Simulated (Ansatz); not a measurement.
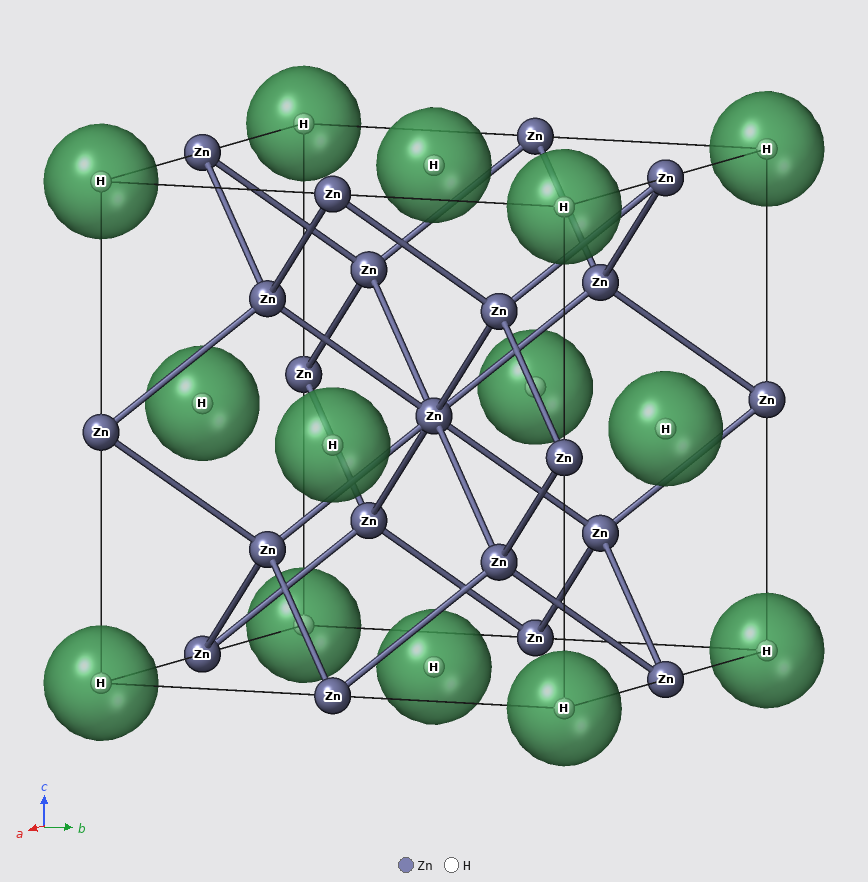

The picture shows: Zn3H. Isosurface of the ELF at 0.75 (green), seen slightly off an axis. Core shells and regions of very low density are left out. Sticks mark near contacts.

Space group Fm-3m; a generated structure, not necessarily the stable one; computed pressure about −5 GPa in this cell.

Computed with Kohn-Sham DFT of a periodic cell, PBEsol, Ansatz PAW in Ansatz 0.2.0.

In a PAW calculation such maps are meaningful between the atoms, not at the nuclei.

**What do the ELF domains correspond to?**

The surface consists of four regions around hydrogen nuclei, counted in one cell of 16 atoms. Regions shared between cells count once. Along the contacts the grid gives the following. Zn–Zn (2.60 Å): the ELF is about 0.30 at the midpoint (no localised pair shows between them). Zn–H (2.60 Å): the ELF climbs to about 1 towards the hydrogen.

**Does the calculation give a band gap?**

It is metallic or semimetallic at this level of theory: no gap opens.
